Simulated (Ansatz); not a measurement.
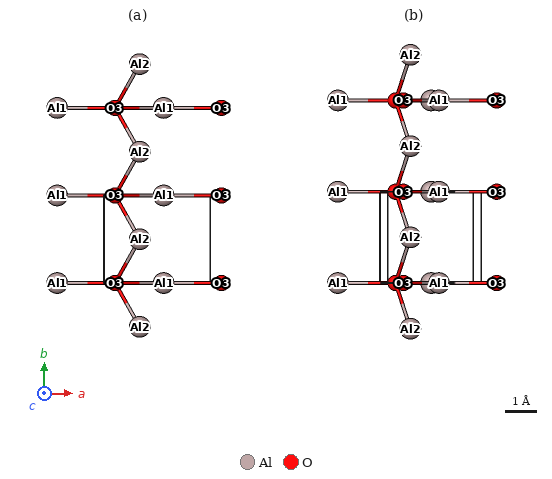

The structure of solid Al$_{2}$O (a generated structure, set up in Pm) before (left) and after (right) a relaxation, at one scale.

A ball-and-stick model of the cell of the calculation, repeated 1 × 2 × 1 with one cell outlined, seen along the c axis.

The calculation used Ansatz, DFT PBE, scalar-relativistic, plane waves, PAW. Set-up: plane-wave cutoff 420 eV; k-point mesh 14 × 16 × 12; occupations gaussian; smearing width 0.1 eV; no spin polarisation; cell and atoms relaxed; force threshold 0.01 eV/Å; at most 80 steps.

Q: What changed between the two?

A: The run was cut off at its time limit before the relaxation converged, so the last structure is only a point on the way. The atom that moves furthest relative to the cell is Al1 (0.20 Å along −c). Largest moves by element: Al 0.20 Å, O 0.17 Å. The drawn cell changes as follows: a 3.760 → 3.314 Å (−11.9 %), b 2.854 → 2.975 Å (+4.3 %), c 4.470 → 4.685 Å (+4.8 %), β 112.7° → 110.4°; the volume changes by −2.1 %. Some distances before and after: Al1–O3 2.023 → 1.885 Å, Al2–O3 1.911 → 1.952 Å, Al1–O3 (another image) 1.896 → 1.888 Å. Among the angles between lasting bonds that change: Al1–O3–Al1 147.2° → 122.9°, O3–Al1–O3 147.2° → 122.9°, Al1–O3–Al2 89.6° → 108.7°. The space group stays Pm (No. 6). After 10 accepted moves (12 points after the start) the energy has fallen by 19.5 meV per cell of the calculation. Largest force component: 0.053 eV/Å at the start, 0.052 eV/Å at the end. Pressure: −0.12 GPa at the start and −0.33 GPa at the end. The line search rejected the trial steps at points 5, 9 of the run. The run took 9.2 min on 1 thread of Arm Neoverse V1 (shared host), peak memory 0.73 GiB.
